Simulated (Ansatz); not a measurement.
**Band-structure calculation of CuO (part 1 of 2)**

System: CuO (16 atoms in the cell).
Method: DFT PBE+U, scalar-relativistic, plane waves, PAW, Ueff = 4 eV on Cu d, spin-polarised (Ansatz 0.2.0).

The structure derives from an entry of the Crystallography Open Database. Figures and captions count atoms from 1; the log counts them from 0 in places.

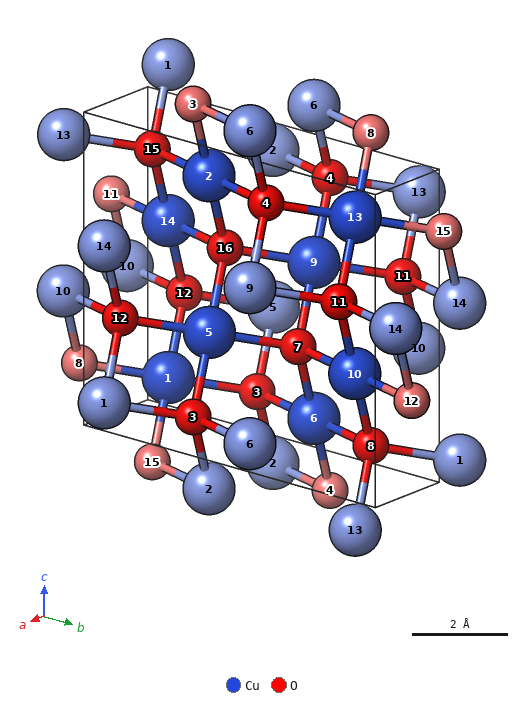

Figure 1. The structure as given in the input (ball-and-stick view of the cell of the calculation, seen slightly off an axis; neighbours outside the cell are drawn fainter; atoms are numbered from 1 in the order of the input).

### The input
```yaml
crystal:
  lattice:
    - [0.0, 4.1724978852, 0.0]
    - [3.737851171, 0.0, 5.5224017968]
    - [4.5611427089, 0.0, -4.864871328]
  atoms:
    - { symbol: Cu, position: [0.2510046212, 0.1250214538, 0.1242798641], spin: 0.6 }
    - { symbol: Cu, position: [-0.2510044374, 0.3742799723, -0.1249784658], spin: 0.6 }
    - { symbol: O, position: [-9.5103e-06, 0.3749999024, 0.1249998972] }
    - { symbol: O, position: [8.1197e-06, 0.625, -0.125] }
    - { symbol: Cu, position: [0.7489958219, 0.3757201795, 0.3749786391], spin: -0.6 }
    - { symbol: Cu, position: [0.2510043416, 0.6249787267, 0.1257202886], spin: -0.6 }
    - { symbol: O, position: [0.4999914669, 0.625, 0.375] }
    - { symbol: O, position: [0.5000093328, 0.8750000991, 0.1249998935] }
    - { symbol: Cu, position: [0.2510043416, 0.6250212733, 0.6242797114], spin: -0.6 }
    - { symbol: Cu, position: [-0.2510041781, 0.8742798205, 0.3750213609], spin: -0.6 }
    - { symbol: O, position: [-9.5103e-06, 0.8750000976, 0.6250001028] }
    - { symbol: O, position: [8.5841e-06, 1.125, 0.375] }
    - { symbol: Cu, position: [0.7489955626, 0.8757200277, 0.8749784658], spin: 0.6 }
    - { symbol: Cu, position: [0.2510046212, 1.1249785462, 0.6257201359], spin: 0.6 }
    - { symbol: O, position: [0.4999914896, 1.125, 0.875] }
    - { symbol: O, position: [0.5000093328, 1.3749999009, 0.6250001065] }
basis:
  ecutwfc: 420
  ecutrho_ratio: 4
kpoints:
  mp_grid: { grid: [8, 6, 6] }
  band_path:
    path:
      - [[0.0, 0.0, 0.0], [0.0, 0.49998165, 0.50001835], [0.5, 0.49998165, 0.50001835], [0.5, 0.0, 0.0], [0.0, 0.0, 0.0], [0.0, 0.5, -0.5], [0.0, 0.99998165, 1.835e-05], [0.5, 0.99998165, 1.835e-05], [0.5, 0.5, -0.5], [0.0, 0.5, -0.5]]
      - [[0.0, 0.49998165, 0.50001835], [0.0, 0.99998165, 1.835e-05]]
      - [[0.5, 0.0, 0.0], [0.5, 0.5, -0.5]]
      - [[0.5, 0.49998165, 0.50001835], [0.5, 0.99998165, 1.835e-05]]
    npoints: 10
hamiltonian:
  xc: pbe
  hubbard: { sites: [{ species: Cu, l: d, u_eff: 4.0 }] }
scf:
  occupations: { method: gaussian, width: 0.05 }
  lower_state_search: "off"
  n_extra_bands: 58
output:
  forces: true
  stress: true
  eigenvalues: true
  populations: true
  hubbard: { sites: [{ species: Cu, l: d }] }
  dos: { projected: true, de: 0.02, nscf_kmesh: { grid: [12, 9, 9] } }
  bader: false
magnetization:
  spin_polarized: true
checkpoint:
  read: start.run
  write: ck
  compress: false
  write_wavefunctions: false
  write_every: 100000
```

Command:
```bash
ansatz run input.yaml --threads 8 --pin off --max-ram 22528MiB --backend cpu --events-out ev --progress --plain --runs-dir out
```

### What the program printed
```
Warning: 2 symmetry operations that the atoms keep within the bar at which the run's group was sought (crystal.symmetry.tolerance 1.0e-5, or twice it) were not taken beside the 2 unitary ones that the detection took (of a slab, those that keep its plane). If the more symmetric cell is meant, write the vectors of crystal.lattice to more decimals, or, with the positions in fractional coordinates, give it by lengths and angles (which lays the cell in the standard orientation, to which the deck's other Cartesian keys then refer), with the lengths that are meant to be equal typed equal, the angles likewise, and each angle that the symmetry fixes typed at its exact value (of a frozen-density pass: in the run whose state it reads). The detection then takes those 2 too, where the atoms keep them as a group. The lattice (crystal.lattice as typed, or as saved on a frozen-density pass laid at its state's geometry) misses each of them by more than the tolerance, the farthest off changing a squared length by the fraction 5.9e-5. The run does not impose them: its cell is that one, or, where this deck is also told that its lattice was moved onto its group, that cell laid onto the operations that were taken. If the cell is strained on purpose, what lies past the tolerance is rightly left out.
Cu: projections on atomic orbitals take those of the free atom [Ne] 3s2 3p6 3d10 4s1, of charge +0.00 (hamiltonian.pseudopotentials.projection_atoms); the dataset's partial waves leave at most 2.0e-6 of an orbital's norm unspanned inside its sphere
O: projections on atomic orbitals take those of the free atom [He] 2s2 2p4, of charge +0.00 (hamiltonian.pseudopotentials.projection_atoms); the dataset's partial waves leave at most 1.9e-8 of an orbital's norm unspanned inside its sphere
scf.n_extra_bands = 58 over 100 filled bands (N_el = 200.0): the run solves 158 bands
Engine: ansatz 0.2.0, aarch64-unknown-linux-gnu
Pseudopotentials: kind: paw
Pseudopotential: Cu, paw, valence charge 19, recommended cutoff 420 eV (normal), Cu.paw.azcp
Pseudopotential: O, paw, valence charge 6, recommended cutoff 420 eV (normal), O.paw.azcp
Functional definition: PBE
  parameter kappa = 0.804
  parameter beta = 0.06672455060314922
  exchange = pbe_x(kappa = kappa, mu = beta*pi^2/3)
  correlation = pbe_c(beta = beta)
Crystal: 16 atoms, lattice volume = 180.972 Å³
Basis set: ecut = 420 eV, 3533 PW (Γ), exchange–correlation on 60×90×90 points (8 copies of the dense FFT grid, shifted against one another)
Bands: 158, of which v1, the nominal top of the filled ones, is band 100 counted from 1 (99 counted from 0)
Symmetry: 2 space group operations
Space group: P2 (ITA 3), of the structure as read, at distance tolerance 5.7e-5 Å
Magnetic group: BNS 3.4 (UNI 11), of the structure as read, at distance tolerance 5.7e-5 Å
k-points: 100 of 288 (time reversal used)
Non-local potential: Cu, projectors of the file, l = 0: 3, l = 1: 2, l = 2: 3, l = 3: 1
Non-local potential: O, projectors of the file, l = 0: 2, l = 1: 2, l = 2: 1
PAW form: soft (Blöchl's): semilocal exchange-correlation on the pseudo side does not see the compensation charge
PAW one-centre angular grid: Cu, 590 points (default); XC on 64 Gauss nodes
PAW one-centre angular grid: O, 110 points (default); XC on 64 Gauss nodes
Initial density: read from a saved state, or passed on in memory by an earlier SCF of this step, an earlier step, the calling program or the single point that the run made first
Stability of the state it starts from, as read at its close in the collinear treatment: not read negative (Ritz values of 1 − χ₀K, real part plus size of imaginary part, from 1.0 to 1.0, by its mixing steps under the symmetry group of the SCF that read it); its run was given moments
Starting moments: Σ|m| = 4.8 μB on 8 of 16 sites; this step starts from the density that it was given
Initial wavefunctions: pseudopotential atomic-orbital guess
Functional: x = pbe(κ = 0.804, μ = 0.2195149727645171), c = pbe(β = 0.06672455060314922)
the translation (0, 0.5, 0.5) carries every atom to within crystal.symmetry.tolerance of an atom of its element with the starting moment reversed, but both spin channels are solved: the run starts from a saved state that isn't shown to keep it, or this solve from the single point that its walk made first
iter 1 solved again at ethr=1.06e-7 eV; its pass at ethr=3.10e-3 eV (dr2=2.12e-4 eV) is discarded
SCF iter   1: F=—  HF=-57524.038271 eV  |F-HF|=—  |Δ(HF+E_count)|=         —  Δρ=2.25e-7 (↑2.25e-7 ↓1.48e-7)  dr2=1.39e-10  dr2_m=9.52e-12  M=-0.000 μB ∫|m|=6.171 μB  β_m=0.30  ethr=1.06e-7  ⟨swp⟩=9.5  Hψ=231271  notcnv=0  defer=46
eigensolver tolerance schedule: the retry pair's looser diagonalisation over-reported the residual by 1533168.62 of it (diagonalisation noise at an unbounded share of the residual, at the tolerance the schedule requests for it); recorded, not acted on — ethr = c·dr2/N_el stays at c = 1.0e-1
preconditioner: auto → Resta (q_TF=auto, 2.774 Å⁻¹)  ε∞=3.8  [insulator: Δε(μ)=0.072 eV  Ē_g=19.280 eV  σ=0.050 eV  W_gap=0.69  n_scr=56 (ndim 8)  ℏωp=32.2 eV  f_vac=0.062  D(μ)=0.11/eV (n_scr^D=0)  ε∞_Penn≈3.8]
spin=Collinear: Resta preconditioning applied to the charge; magnetization (m = ρ↑ − ρ↓) channel mixes plain (no charge-response kernel on spin).
SCF iter   2: F=—  HF=-57524.038271 eV  |F-HF|=—  |Δ(HF+E_count)|=   7.41e-8  Δρ=9.61e-8 (↑6.52e-8 ↓9.61e-8)  dr2=2.60e-11  dr2_m=1.92e-12  M=-0.000 μB ∫|m|=6.171 μB  β_m=0.28  ethr=1.00e-12  ⟨swp⟩=10.5  Hψ=147403  notcnv=0
SCF iter   3: F=-57524.038271 eV  HF=-57524.038271 eV  |F-HF|=2.18e-11  |Δ(HF+E_count)|=    0.00e0  Δρ=5.21e-8 (↑5.21e-8 ↓5.04e-8)  dr2=1.03e-11  dr2_m=8.29e-13  M=-0.000 μB ∫|m|=6.171 μB  ethr=1.00e-12  ⟨swp⟩=1.0  Hψ=66280  notcnv=0
SCF 1 converged in 3 iterations: F = -57524.038271 eV  dr2 = 1.03e-11
  greatest PAW one-centre occupation: 1.000 electrons in one spin orbital (limit 2), on the Cu atom at site 8 (counted from 0), in its partial waves of l = 0
NSCF: frozen V_eff on 124 k-points
the translation (0, 0.5, 0.5) carries every atom to within crystal.symmetry.tolerance of an atom of its element with the starting moment reversed, but both spin channels are solved: the SCF whose density it solves on was not solved under it
NSCF: frozen V_eff on 287 k-points
the translation (0, 0.5, 0.5) carries every atom to within crystal.symmetry.tolerance of an atom of its element with the starting moment reversed, but both spin channels are solved: the SCF whose density it solves on was not solved under it
SCF converged after 3 iterations
Magnetization: -0.0000 μB (100.0000 up, 100.0000 down)
Absolute magnetization: 6.1185 μB (∫|ρ↑−ρ↓|, with the PAW one-centre terms)
Spin contamination: 3.2442 ħ² per cell (⟨S²⟩ above its minimum at these occupations)
Per-site moments (μB) at R_I (Å): [(0.5439953358105932, 0.8086104936270795), (0.5439916521846164, 0.8086097731696594), (-5.455464141838613e-7, 0.8117170315727278), (-2.286173472873467e-6, 0.813823646999245), (-0.5439913230947245, 0.8086097655393791), (-0.5439950169062118, 0.8086104646702295), (-0.2840698354794673, 0.808609765539379), (-2.2797417756111502e-7, 0.810724924698792), (-0.543995016906212, 0.8086104646702296), (-0.5439913230947239, 0.808609765539379), (-5.455464139685375e-7, 0.811717031572728), (2.086562591294842e-6, 0.8138240990486372), (0.5439916521846164, 0.8086097731696594), (0.543995335810593, 0.8086104936270795), (0.2840697848555995, 0.8086097731696594), (-2.2797417739170086e-7, 0.8107249246987923)]
Free energy (F): -57524.038271 eV
Harris-Foulkes:  -57524.038271 eV  (|F-HF|=2.18e-11)
Internal energy: -57524.038138 eV  (E = F + TS)
E sigma→0 (E₀):  -57524.038204 eV
Entropy (-TS):   -0.000133 eV (-0.008 meV/atom)
Fermi energy:    10.147629 eV
--- Per-component energies (eV) ---
  E_band       = -3907.754437
  E_kinetic    = 3762.792330
  E_local      = -40898.881694  (includes V_loc(G=0)·N_el)
  E_nonlocal   = 3503.577384
  E_hartree    = 17693.394756
  E_xc         = -1291.563502
  E_vxc        = -1657.453135  (∫ρ·V_xc dr)
  E_hubbard    = 5.460698  (on-site DFT+U / exact-exchange correction)
  E_vhub       = -139.321932  (the Hubbard potential's part of the band-sum identity)
  E_paw        = -14550.419632  (= ΣΔE_a)
  E_vpaw       = -3865.279502  (= ΣTr[D̂ρ^β])
  E_aug_tail   = 0.022319  (compensation charges beyond the density's cutoff)
  E_ewald      = -25748.420796
  E_smearing   = -0.000133  (= −TS)
  E_closure    = -0.000000  (closes the sum)
  Σ components = -57524.038271   (vs F -57524.038271, Δ=0.00e0)
--- Forces (eV/Å), atoms counted from 1 ---
  atom   1  Cu     0.00142619    -0.00116951    -0.00108740
  atom   2  Cu     0.00122923     0.00116047     0.00129736
  atom   3  O      0.00001355     0.00003023     0.00000066
  atom   4  O     -0.00000000    -0.00000341    -0.00000000
  atom   5  Cu    -0.00124141     0.00116081    -0.00130544
  atom   6  Cu    -0.00143966    -0.00116957     0.00109359
  atom   7  O     -0.00000000     0.00001812    -0.00000000
  atom   8  O      0.00000151    -0.00002008    -0.00001513
  atom   9  Cu     0.00143966    -0.00116957    -0.00109359
  atom  10  Cu     0.00124141     0.00116081     0.00130544
  atom  11  O     -0.00001355     0.00003023    -0.00000066
  atom  12  O     -0.00000000    -0.00001703    -0.00000000
  atom  13  Cu    -0.00122923     0.00116047    -0.00129736
  atom  14  Cu    -0.00142619    -0.00116951     0.00108740
  atom  15  O     -0.00000000     0.00001761    -0.00000000
  atom  16  O     -0.00000151    -0.00002008     0.00001513
  max |Σ_I F_I| component: 4.41e-9 eV/Å
--- Stress (GPa, compression-positive) ---
       -0.021936       0.000000      -0.002155
        0.000000       0.021053       0.000000
       -0.002155       0.000000       0.007684
  P = ⅓ Tr σ = 0.0023 GPa (0.023 kbar)
--- Band table (eV; the first three rows and the last of 200) ---
  k-point 0 ↑: bands = ["-102.6161", "-102.6159", "-102.6155", "-102.6155", "-101.8844", "-101.8841", "-101.8837", "-101.8837", "-60.2647", "-60.2632", "-60.2592", "-60.2587", "-60.2461", "-60.2441", "-60.2441", "-60.2437", "-59.4185", "-59.4179", "-59.4141", "-59.4141", "-59.3340", "-59.3327", "-59.3279", "-59.3278", "-59.3191", "-59.3168", "-59.3168", "-59.3165", "-59.1508", "-59.1502", "-59.1464", "-59.1463", "-9.0531", "-8.2460", "-8.0986", "-8.0557", "-8.0414", "-7.8467", "-7.6965", "-7.4923", "2.1038", "3.2996", "3.3209", "3.3216", "3.3510", "3.3788", "3.7122", "4.5698", "4.6122", "4.6165", "4.6361", "4.7355", "4.8294", "4.8909", "4.9566", "5.0039", "5.0091", "5.0111", "5.0460", "5.1472", "5.2980", "5.3753", "5.5576", "5.7390", "5.7611", "5.8750", "5.8875", "5.9376", "5.9483", "6.0012", "6.0302", "6.0307", "6.1322", "6.2273", "6.2412", "6.2413", "6.2538", "6.3527", "6.3692", "6.4935", "6.5591", "6.6737", "7.0578", "7.0979", "7.2364", "7.2475", "7.2662", "7.3120", "7.3435", "7.6379", "7.7280", "7.7507", "7.7655", "7.8863", "8.1050", "8.1145", "8.2079", "9.2242", "9.2449", "9.2870", "10.1825", "11.2355", "11.2497", "11.6103", "11.6976", "12.7011", "15.2746", "15.2764", "15.2822", "15.2966", "16.5669", "17.5569", "17.6222", "20.1253", "20.1626", "21.2691", "21.7928", "21.7985", "21.8070", "21.8129", "22.2565", "22.2915", "22.5476", "22.5663", "22.5943", "22.6149", "22.8409", "23.2207", "23.2321", "23.2459", "23.2603", "23.6971", "24.8127", "24.8140", "25.1461", "26.1187", "26.2530", "26.2916", "26.6496", "26.6962", "28.0737", "28.0987", "28.1155", "28.1254", "28.2346", "29.5189", "29.5260", "29.5368", "29.5389", "30.7838", "32.1755", "33.1293", "33.1636", "33.6671", "33.6692", "33.6700", "33.6715", "34.3381"]
```
